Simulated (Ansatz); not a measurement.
System: Sc3AlN4.

```yaml
crystal:
  lattice:
    - [6.22502, 0.00000, 0.00000]
    - [0.00000, 8.87836, 0.00000]
    - [0.00000, 0.00000, 3.12302]
  atoms:
    - { symbol: Sc, position: [0.25000, 0.25000, 0.00000] }
    - { symbol: Sc, position: [0.75000, 0.75000, 0.00000] }
    - { symbol: Sc, position: [0.00000, 0.00000, 0.50000] }
    - { symbol: Sc, position: [0.50000, 0.50000, 0.50000] }
    - { symbol: Sc, position: [0.25000, 0.75000, 0.00000] }
    - { symbol: Sc, position: [0.75000, 0.25000, 0.00000] }
    - { symbol: Al, position: [0.00000, 0.50000, 0.50000] }
    - { symbol: Al, position: [0.50000, 0.00000, 0.50000] }
    - { symbol: N, position: [0.23660, 0.50000, 0.00000] }
    - { symbol: N, position: [0.73660, 0.00000, 0.00000] }
    - { symbol: N, position: [0.00000, 0.25298, 0.50000] }
    - { symbol: N, position: [0.50000, 0.75298, 0.50000] }
    - { symbol: N, position: [0.00000, 0.74702, 0.50000] }
    - { symbol: N, position: [0.50000, 0.24702, 0.50000] }
    - { symbol: N, position: [0.26340, 0.00000, 0.00000] }
    - { symbol: N, position: [0.76340, 0.50000, 0.00000] }
```

Space group Cmmm; a structure generated by program, which may or may not match a known phase.

Computed with DFT PBE, scalar-relativistic, plane waves, PAW in Ansatz.

### What will maps of the valence pseudo-density and electron localisation function show?

Al–N (2.19 Å): ρ at the midpoint is about 0.39 e/Å³; the ELF peaks at about 0.85 in the valence shell of N, 0.7 Å from its nucleus, and is about 0.75 at the midpoint.
Sc–N (2.25 Å): the density is about 0.4 e/Å³ at the midpoint; the ELF peaks at about 0.80 in the valence shell of N, 0.7 Å from its nucleus, and is about 0.15 at the midpoint; no shared electron pair shows on this line.
Bader's partition of the density gives Sc +1.81, Al +2.41 and N −2.03 to −1.90 e.

### Does the calculation make it a metal, or give it a gap?

It is gapped, with a Kohn–Sham gap of 0.31 eV on the k-point mesh, an upper bound to the gap of this method.

### How much charge does the calculation move between the atoms?

Electrons move from Sc and Al towards N. Bader charges: Sc +1.81, Al +2.41 and N −2.03 to −1.90 e.

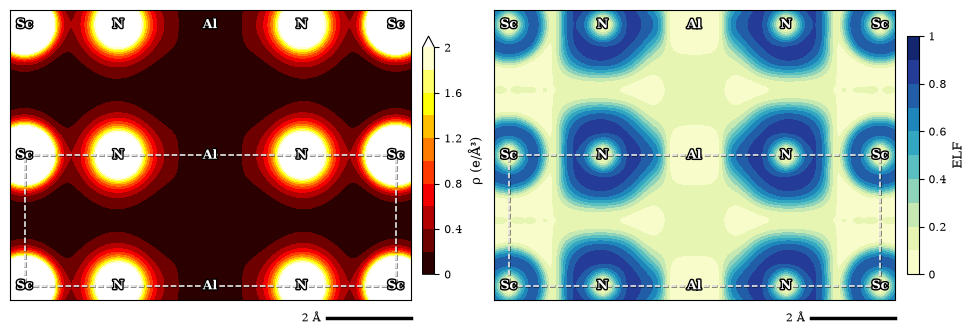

Computed valence pseudo-density and electron localisation function on the (100) plane of the conventional cell, in this order. 
